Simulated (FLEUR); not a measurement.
**W: 5 runs along one coordinate**

System: W (Pbcm, 4 atoms in the cell).
Method: Kohn-Sham DFT of a periodic cell, LDA, all-electron, no spin polarisation (FLEUR MaX-R8.1 (later development tree)).

The 5 runs differ only in the geometry, by an even scaling of the cell at fixed fractional positions. The structure derives from a Materials Project entry.

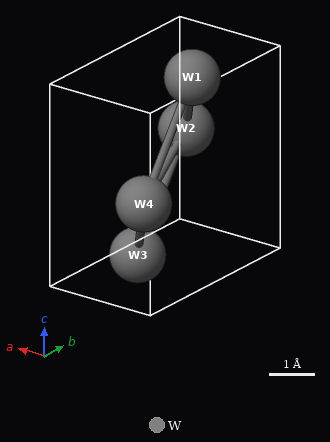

Figure 1. The structure of run 3 (ball-and-stick view of the cell of the calculation, seen at an oblique angle; atoms are numbered from 1 in the order of the input). An atom can appear more than once, as a periodic image.

**Input of run 3**
```
<?xml version="1.0" encoding="UTF-8" standalone="no"?>
<fleurInput fleurInputVersion="0.39">
   <comment>
      W                                                                                                   
   </comment>
   <calculationSetup>
      <cutoffs Kmax="4.28" Gmax="13.3" GmaxXC="13.3" numbands="0"/>
      <scfLoop itmax="60" minDistance="0.00001" maxIterBroyd="15" imix="Anderson" alpha="0.05" precondParam="0.0" spinf="2.0" sdNocoIR="T"/>
      <coreElectrons ctail="T" frcor="F" kcrel="0" coretail_lmax="0"/>
      <xcFunctional name="vwn" relativisticCorrections="F"/>
      <magnetism jspins="1"/>
      <soc l_soc="F" theta="0.0" phi="0.0" spav="F"/>
      <expertModes spex="0" secvar="F"/>
      <geometryOptimization l_f="F" forcealpha="1.0" forcemix="BFGS" epsdisp="0.00001" epsforce="0.00001"/>
      <ldaU l_linMix="F" mixParam="0.05" spinf="1.0"/>
   </calculationSetup>
   <cell>
      <bzIntegration valenceElectrons="112.0" mode="hist" fermiSmearingEnergy="0.00183747">
         <kPointListSelection listName="default-1"/>
         <!-- k-points included here -->
         <xi:include xmlns:xi="http://www.w3.org/2001/XInclude" href="kpts.xml"> </xi:include>
      </bzIntegration>
      <!-- symmetry operations included here -->
      <xi:include xmlns:xi="http://www.w3.org/2001/XInclude" href="sym.xml"> </xi:include>
      <bulkLattice scale="1.0000000000">
         <bravaisMatrix>
            <row-1>    5.3094916826958842     0.0000000000000000     0.0000000000000000</row-1>
            <row-2>    0.0000000000000000     9.1913822056582024     0.0000000000000000</row-2>
            <row-3>    0.0000000000000000     0.0000000000000000     9.3044350710623966</row-3>
         </bravaisMatrix>
      </bulkLattice>
   </cell>
   <atomSpecies>
      <species name="Tungsten (W)" element="W" atomicNumber="74">
         <mtSphere radius="2.29" gridPoints="781" logIncrement="0.017"/>
         <atomicCutoffs lmax="9" lnonsphr="9"/>
         <electronConfig flipSpins="F">
            <coreConfig>(1s1/2) (2s1/2) (2p1/2) (2p3/2) (3s1/2) (3p1/2) (3p3/2) (4s1/2) (3d3/2) (3d5/2) (4p1/2) (4p3/2) (4d3/2) (4d5/2)</coreConfig>
            <valenceConfig>(5s1/2) (5p1/2) (5p3/2) (6s1/2) (4f5/2) (4f7/2) (5d3/2) (5d5/2)</valenceConfig>
            <stateOccupation state="(5d3/2)" spinUp="0.800000" spinDown="0.800000"/>
            <stateOccupation state="(5d5/2)" spinUp="1.200000" spinDown="1.200000"/>
         </electronConfig>
         <energyParameters s="6" p="6" d="5" f="4"/>
         <lo type="SCLO" l="0" n="5" eDeriv="0"/>
         <lo type="SCLO" l="1" n="5" eDeriv="0"/>
         <lo type="SCLO" l="2" n="5" eDeriv="2"/>
         <lo type="SCLO" l="3" n="4" eDeriv="2"/>
      </species>
   </atomSpecies>
   <atomGroups>
      <atomGroup species="Tungsten (W)">
         <relPos label="                   1">-.2068280000 -.0631570000 -1.000/4.000</relPos>
         <relPos label="                   2">.2068280000 .4368430000 -1.000/4.000</relPos>
         <relPos label="                   3">.2068280000 .0631570000 1.000/4.000</relPos>
         <relPos label="                   4">-.2068280000 -.4368430000 1.000/4.000</relPos>
         <force calculate="T" relaxXYZ="TTT"/>
      </atomGroup>
   </atomGroups>
   <output dos="F" band="F" slice="F">
      <checks vchk="F" cdinf="F"/>
      <bandDOS minEnergy="-.5*Htr" maxEnergy="0.5*Htr" sigma="0.015" storeEVData="T"/>
      <vacuumDOS vacdos="F" integ="F" star="F" nstars="0" locx1="0.0" locy1="0.0" locx2="0.0" locy2="0.0" nstm="0" tworkf="0.0"/>
      <unfoldingBand unfoldBand="F" supercellX="1" supercellY="1" supercellZ="1"/>
      <plotting iplot="0" polar="F">
         <plot TwoD="T" vec1="  1.0  0.0  0.0" vec2="  0.0  1.0  0.0" vec3="  0.0  0.0  1.0" zero="  0.0  0.0  0.0" file="plot"/>
      </plotting>
      <chargeDensitySlicing numkpt="0" minEigenval="0.0" maxEigenval="0.0" nnne="0" pallst="F"/>
      <specialOutput eonly="F"/>
      <moessbauerParams electricFieldGradient="T" isomerShift="T" coreHyperfine="T" valenceHyperfine="T"/>
      <magneticCircularDichroism mcd="F" energyLo="-10.0" energyUp="0.0"/>
   </output>
  <!-- We include the file relax.xml here to enable relaxations (see documentation) -->
  <xi:include xmlns:xi="http://www.w3.org/2001/XInclude" href="relax.xml"> <xi:fallback/> </xi:include>
</fleurInput>
```

Command:
```bash
inpgen -f crystal.txt -profile fastHighL; fleur_MPI
```

Run 4 has the same physical settings and fractional positions; its lattice vectors (Å) are:
```
   2.846635    0.000000    0.000000
   0.000000    4.927876    0.000000
   0.000000    0.000000    4.988488
```

**Results, with one run withheld**

| run | volume per atom (Å³) | free energy per atom, from the lowest run given (meV) |
| --- | --- | --- |
| 1 | 15.812 | 0.00 |
| 2 | 16.149 | 4.25 |
| 3 | 16.822 | 48.87 |
| 4 | 17.494 | ? |
| 5 | 17.831 | 189.51 |

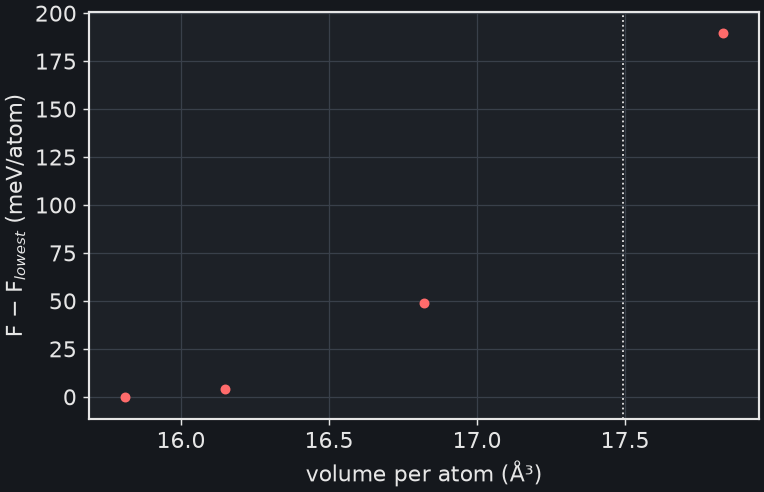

Figure 2. Free energy per atom of the runs given; the dotted line marks run 4.

Estimate the energy of run 4 from the others.

A quadratic polynomial in V^(−2/3) (the Birch–Murnaghan form), fitted to the 4 runs given, misses them by at most 0.03 meV per atom. With x = V^(−2/3) − 0.15352 Å⁻², it reads F = 31.193 − 13072 x + 1.3603e+06 x² (meV per atom). At run 4 it gives 134.03 meV per atom, and the run itself gives 134.21. The fit has its minimum at 15.874 Å³ per atom, where V d²F/dV² gives 306 GPa. Cell shape and fractional positions are held, so this is the stiffness under even scaling; the relaxed bulk modulus wasn't computed.

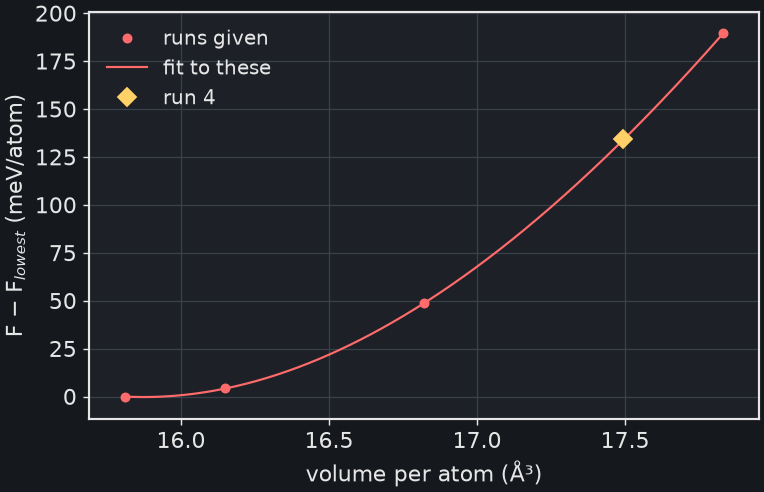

Figure 3. The fit and the withheld run.

**Output (run 4)**
```
Welcome to FLEUR        (www.flapw.de)
      MaX-Release 8.1          (www.max-centre.eu)

 ========== k-point set info ==========
 Selected k-point list: default-1
 k-point list type: mesh
 9 x 6 x 6
 Number of k points: 80

 ------------Calculation Setup---------------------------
 Number of MPI-tasks      :            1
 Number of PE/node        :            1
 Number of OMP-threads    :            1
 Most efficient MPI parallelization for:
           1           2           4           5           8          10          16          20          40          80
 Additional eigenvalue parallelization possible
 Number of basis functions:          751
 Approximate size of matrices (H+S) per k-point:         0.008 GB
 --------------------------------------------------------

 Iteration:     1   Distance:      14.16076994 me/bohr^3

 Iteration:     2   Distance:      12.97195550 me/bohr^3

 Iteration:     3   Distance:       6.04143228 me/bohr^3

 Iteration:     4   Distance:       1.59350761 me/bohr^3

 Iteration:     5   Distance:       1.37985774 me/bohr^3

 Iteration:     6   Distance:       0.23403835 me/bohr^3

 Iteration:     7   Distance:       0.11044584 me/bohr^3

 Iteration:     8   Distance:       0.03064675 me/bohr^3

 Iteration:     9   Distance:       0.00765969 me/bohr^3

 Iteration:    10   Distance:       0.00675147 me/bohr^3

 Iteration:    11   Distance:       0.00078532 me/bohr^3

 Iteration:    12   Distance:       0.00016775 me/bohr^3

 Iteration:    13   Distance:       0.00016069 me/bohr^3

 Iteration:    14   Distance:       0.00002601 me/bohr^3

 Iteration:    15   Distance:       0.00000267 me/bohr^3

 ********************************************************************
 Run finished successfully
 Stop message:
   all done
 ********************************************************************
```

Notes: Spin–orbit coupling is left out, which matters for W.
